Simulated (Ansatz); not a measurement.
Consider Al2Cu.

The calculation's input:

```
crystal:
  lattice:
    - [-2.0303375, 2.0303375, 2.851094]
    - [2.0303375, -2.0303375, 2.851094]
    - [2.0303375, 2.0303375, -2.851094]
  atoms:
    - { symbol: Al, position: [0.75, 0.25, 0.5] }
    - { symbol: Al, position: [0.25, 0.75, 0.5] }
    - { symbol: Cu, position: [0.5, 0.5, 0.0] }
basis:
  ecutwfc: 520.0
kpoints:
  mp_grid: { grid: [14, 14, 14] }
hamiltonian:
  xc: lda
  pseudopotentials: { kind: paw, azcp: { folder: soft_1 } }
scf:
  occupations: { method: gaussian, width: 0.1 }
output:
  forces: true
  stress: true
  eigenvalues: true
  write_density: true
  write_potential: true
  elf: true
  volumetric_format: npy
relax:
  adjacent_minimum: "off"
  f_tol: 0.005
  max_steps: 80
  cell: { stress_tol: 0.05 }
```

Run with:

```sh
ansatz run input.yaml --threads 4 --pin off --max-ram 8192MiB --backend cpu --events-out ev --progress --plain --runs-dir out
```

Below, planes, directions and counts refer to the conventional cell (a = 5.67 Å, b = 5.67 Å, c = 5.67 Å, α = 90.00°, β = 90.00°, γ = 90.00°).

The fields are those of the run's last geometry, not of the input's.

Space group Fm-3m; a structure from a database of computed crystals, not necessarily the ambient phase; computed without spin polarisation; PAW files of the earlier set (soft_1).

These are results of Ansatz, DFT LDA, scalar-relativistic, plane waves, PAW, not measurements.

### What will maps of the valence pseudo-density and electron localisation function show?

Al–Cu (2.46 Å): ρ at the midpoint is about 0.34 e/Å³; the ELF peaks at about 0.70 between the atoms.

### Does the calculation make it a metal, or give it a gap?

It is metallic or semimetallic at this level of theory: no gap opens.

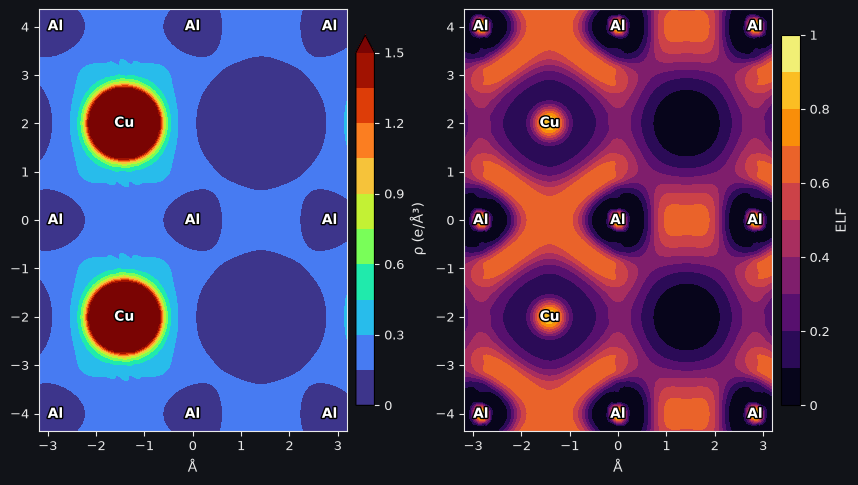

Computed valence pseudo-density and electron localisation function on the (101̄) plane of the conventional cell, in this order. 

The density is the valence pseudo-density of a PAW calculation; it isn't the true density close to the nuclei.
